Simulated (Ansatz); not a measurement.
**Cu16H (slab): density, localisation and related maps**

Input

```
crystal:
  lattice:
    - [5.0393684011, 0.0, 0.0]
    - [-2.5196842005, 4.3642210544, 0.0]
    - [0.0, 0.0, 25.1719406043]
  atoms:
    - { symbol: Cu, position: [0.3333333333, 0.1666666667, 0.3376775805] }
    - { symbol: Cu, position: [0.3333333333, 0.6666666667, 0.3376775805] }
    - { symbol: Cu, position: [0.8333333333, 0.1666666667, 0.3376775805] }
    - { symbol: Cu, position: [0.8333333333, 0.6666666667, 0.3376775805] }
    - { symbol: Cu, position: [0.6666666667, 0.3333333333, 0.4194080107] }
    - { symbol: Cu, position: [0.6666666667, 0.8333333333, 0.4194080107] }
    - { symbol: Cu, position: [0.1666666667, 0.3333333333, 0.4194080107] }
    - { symbol: Cu, position: [0.1666666667, 0.8333333333, 0.4194080107] }
    - { symbol: Cu, position: [0.0, 0.5, 0.500657157] }
    - { symbol: Cu, position: [0.0, 0.0, 0.500657157] }
    - { symbol: Cu, position: [0.5, 0.5, 0.500657157] }
    - { symbol: Cu, position: [0.5, 0.0, 0.500657157] }
    - { symbol: Cu, position: [0.3333333333, 0.6666666667, 0.5826078242] }
    - { symbol: Cu, position: [0.3333333333, 0.1666666667, 0.5826078242] }
    - { symbol: Cu, position: [0.8333333333, 0.6666666667, 0.5826078242] }
    - { symbol: Cu, position: [0.8333333333, 0.1666666667, 0.5826078242] }
    - { symbol: H, position: [0.0, 0.5, 0.6120056371] }
basis:
  ecutwfc: 420
kpoints:
  mp_grid: { grid: [6, 6, 1] }
hamiltonian:
  xc: pbe
  dispersion: d3bj
scf:
  occupations: { method: gaussian, width: 0.1 }
output:
  forces: true
  eigenvalues: true
  write_density: true
  write_potential: true
  elf: true
  volumetric_format: npy
relax:
  adjacent_minimum: "off"
  f_tol: 0.03
  max_steps: 70
  constraints: [{ sites: [0, 1, 2, 3, 4, 5, 6, 7] }]
efield:
  axis: 3
  dipole_correction: true
```

Command:

```sh
ansatz run input.yaml --threads 4 --pin off --max-ram 10240MiB --backend cpu --events-out ev --progress --plain --runs-dir out
```

The fields are those of the run's last geometry, not of the input's.

Computed without spin polarisation.

Method: DFT PBE+D3(BJ), scalar-relativistic, plane waves, PAW in Ansatz.

Core electrons are frozen (PAW), and the valence fields are smoothed inside the atomic spheres.

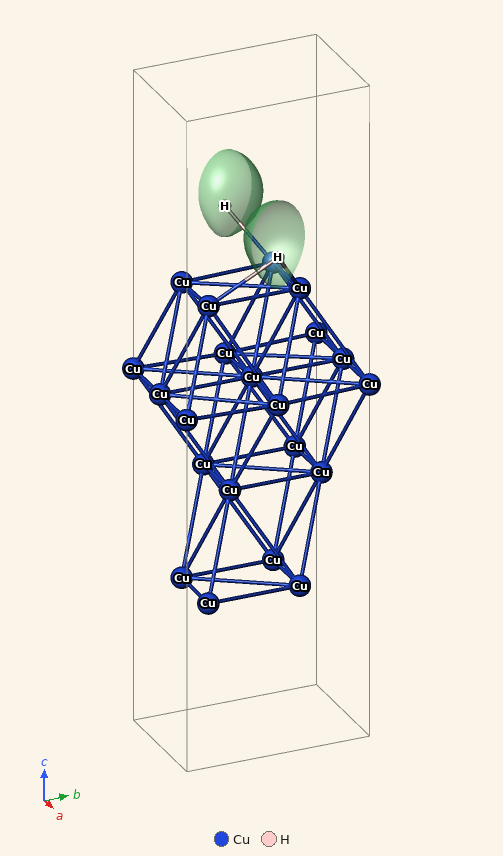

Figure 1. Isosurface of the ELF at 0.65 (green), seen slightly off an axis. Only the valence region is drawn (cores and ρ < 0.01 e/Å³ removed). Sticks mark near contacts.

> Identify the bonds, lone pairs and shells in this picture.

At this value the surface marks out one region around a hydrogen nucleus, counted in one cell of 17 atoms. Counts are for one cell; the picture repeats the cell along the surface. Along the contacts the grid gives the following. Cu–H (1.73 Å): the ELF climbs to about 1 towards the hydrogen. Cu–Cu (2.48 Å): the ELF is about 0.20 at the midpoint (no localised pair shows between them).

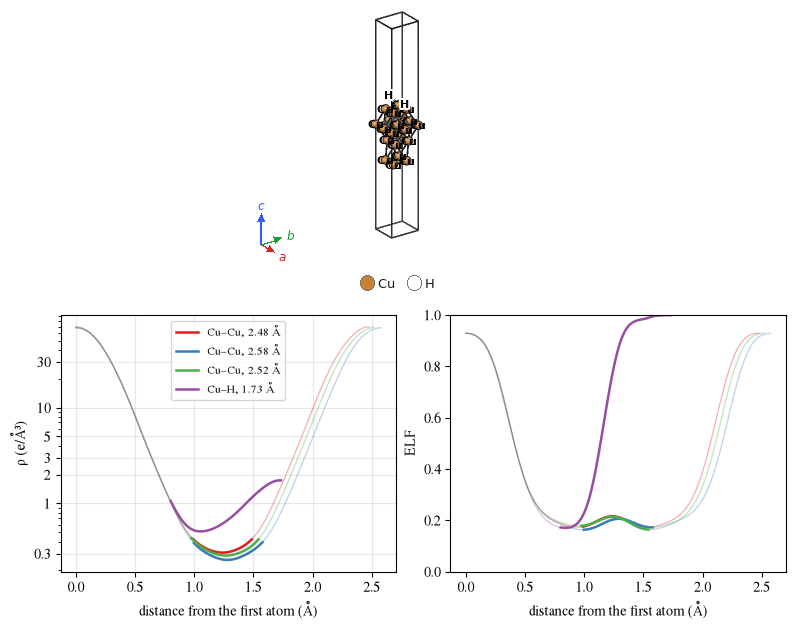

Figure 2. Valence electron density and ELF along straight lines between neighbouring atoms. Thin, pale parts lie inside the atomic spheres. The structure is drawn too.

> Compare the contacts.

Cu–Cu (2.48 Å): ρ at the midpoint is about 0.31 e/Å³; the ELF is about 0.20 at the midpoint; no shared electron pair shows on this line.
Cu–Cu (2.58 Å): ρ at the midpoint is about 0.26 e/Å³; the ELF is about 0.20 at the midpoint: no shared electron pair shows on this line.
Cu–Cu (2.52 Å): ρ is about 0.29 e/Å³ halfway; the ELF is about 0.20 at the midpoint (no localised pair shows between them).
Cu–H (1.73 Å): the density is about 0.76 e/Å³ at the midpoint; the ELF climbs to about 1 towards the hydrogen.

> Does the calculation make it a metal, or give it a gap?

It is gapless in this calculation (a metal or semimetal).
